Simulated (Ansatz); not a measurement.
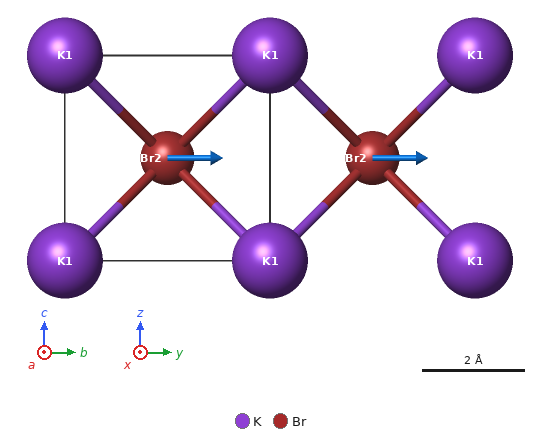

A scan of a crystal of KBr (Pm-3m): the whole Br sublattice is shifted rigidly, along Cartesian [0 1 0], all else fixed. The picture shows the reference cell. The blue arrows give the direction of positive displacement. A ball-and-stick model of the cell of the calculation, repeated 2 × 2 × 1 with one cell outlined, seen along the a axis.

The calculation used Ansatz 0.2.0, DFT LDA, scalar-relativistic, plane waves, PAW. (plane-wave cutoff 420 eV; k-point mesh 6 × 6 × 6; occupations gaussian; smearing width 0.05 eV; no spin polarisation). Energies (free energies at the smearing named) are counted from the cell as listed in its source, which wasn't relaxed.

```
CELL_PARAMETERS angstrom
4.04350 0.00000 0.00000
0.00000 4.04350 0.00000
0.00000 0.00000 4.04350
ATOMIC_POSITIONS crystal
K 0.00000 0.00000 0.00000
Br 0.50000 0.50000 0.50000
```

Q: Predict the energy profile (the displacement: −0.5000, −0.3750, −0.2500, −0.1250, 0.0000, 0.0625, 0.1250, 0.1875, 0.2500, 0.3125, 0.3750, 0.4375, 0.5000 Å).

A:
```
displacement (Å)  energy change (meV/cell)
         −0.5000                      39.0
         −0.3750                      20.9
         −0.2500                       8.9
         −0.1250                       2.2
          0.0000                       0.0
          0.0625                       0.5
          0.1250                       2.2
          0.1875                       4.9
          0.2500                       8.9
          0.3125                      14.2
          0.3750                      20.9
          0.4375                      29.1
          0.5000                      39.0
```

Points that are alike by symmetry were computed once.

Of the computed points the lowest is at the displacement 0.00 Å, 0.0 meV/cell. The curvature at zero is about 0.28 eV/Å² per cell. The well is symmetric. At the highest point the shortest interatomic distance is 3.24 Å, against 3.50 Å in the reference. The distortion takes the space group from Pm-3m to P4mm.
